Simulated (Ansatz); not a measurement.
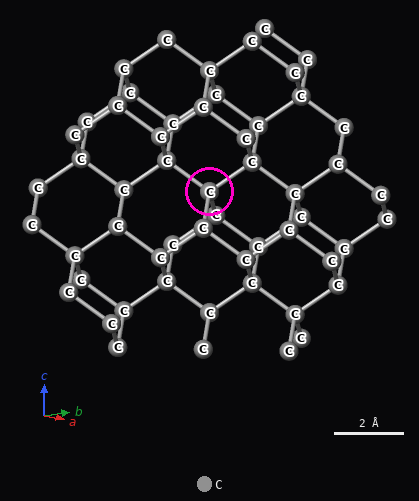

Perfect C. The picture is a ball-and-stick view of the atoms within 5.4 Å of one point, in a slice 3.4 Å thick across the line of sight, seen from a free direction.

All numbers below come from Ansatz, DFT, PBEsol, PAW, plane waves. Settings: plane-wave cutoff 420 eV; k-point mesh 1 × 1 × 1; mesh shifted by (0.25, 0.25, 0.25); collinear spin. Fermi-Dirac smearing of 0.01 eV. A uniform background neutralises the charged cell. The axes drawn are those of the host's conventional cell.

A carbon atom is taken out (a vacancy) at the ringed place, in charge state −1. The supercell has 64 sites, and the atoms are relaxed at the host's cell.

Q: How do the neighbours respond?

A: Around the empty C site the host had 4 C at 1.54 Å; after relaxation the nearest atoms are 4 C at 1.62 to 1.67 Å. Of the host's atoms, a carbon atom moves furthest from its site, by 0.13 Å. The cell's net moment is 1.00 μB.

The relaxed defect, seen from the same direction:

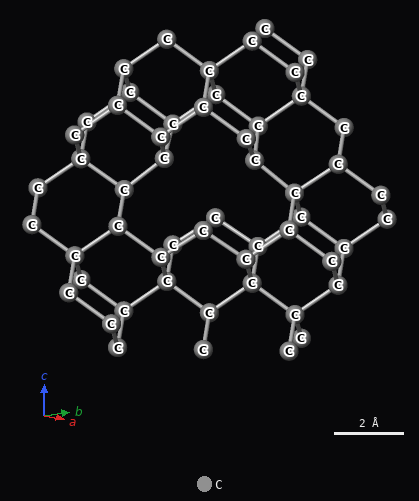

Limits of the set-up: the periodic images lie only 7.1 Å apart, so the values are limited by the cell's size; the cell is charged, on a uniform background, and energies carry no finite-size correction.
